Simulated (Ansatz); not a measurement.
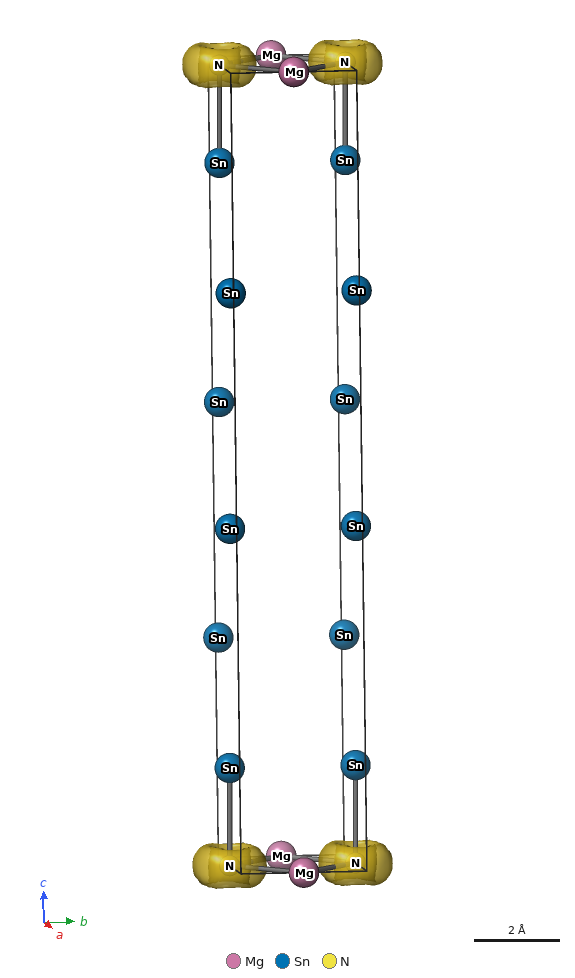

The picture shows: MgSn₆N. Isosurface of the ELF at 0.8 (yellow), seen slightly off an axis. Only the valence region is drawn (cores and ρ < 0.01 e/Å³ removed). Sticks mark near contacts.

Space group P2/m; a generated structure, not necessarily the stable one; changed on purpose from its base cell (volume × 0.94, shape and atoms relaxed); computed pressure about 4 GPa in this cell; computed without spin polarisation.

These are results of DFT PBE, scalar-relativistic, plane waves, PAW in Ansatz, not measurements.

In a PAW calculation such maps are meaningful between the atoms, not at the nuclei.

### Describe the localisation domains.

The surface consists of one region wrapped around N (its valence shell), counted in one cell of 8 atoms. Regions shared between cells count once.

Values along the shortest contacts:
Mg–N (2.17 Å): the ELF peaks at about 0.85 in the valence shell of N, 0.7 Å from its nucleus, and is about 0.45 at the midpoint. Sn–N (2.34 Å): the ELF peaks at about 0.75 in the valence shell of N, 0.6 Å from its nucleus, and is about 0.25 at the midpoint.

### Metal or insulator at this level of theory?

It is gapless in this calculation (a metal or semimetal).
